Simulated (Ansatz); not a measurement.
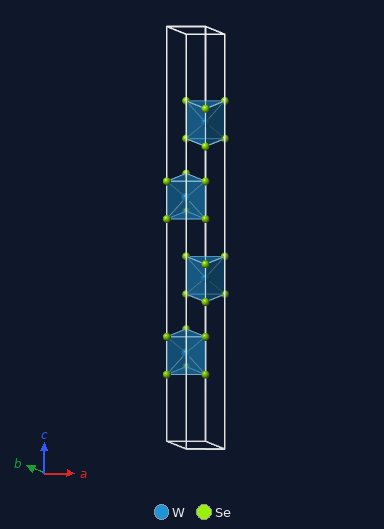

Structure drawing (polyhedral), viewed from the side at a slight tilt. The parallelepiped is the simulation cell. Some atoms of the next cells are drawn as well.

WSe$_{2}$, a = 3.31 Å, b = 3.31 Å, c = 36.54 Å, α = 90.00°, β = 90.00°, γ = 120.00°.

The calculation used DFT r2SCAN, scalar-relativistic, plane waves, PAW (Ansatz 0.2.0), with a cutoff energy of 500 eV, 12×12×1 k-mesh, Gaussian smearing of 0.02 eV, no spin polarisation.

> What is the band gap, if any?

A semiconductor at this level, with a gap of 1.45 eV on the k-mesh (the true edges may lie between mesh points, so the gap can be somewhat smaller).

The initial geometry was a structure listed in the Materials Project. The structure drawn was relaxed with Ansatz, DFT r2SCAN, scalar-relativistic, plane waves, PAW.
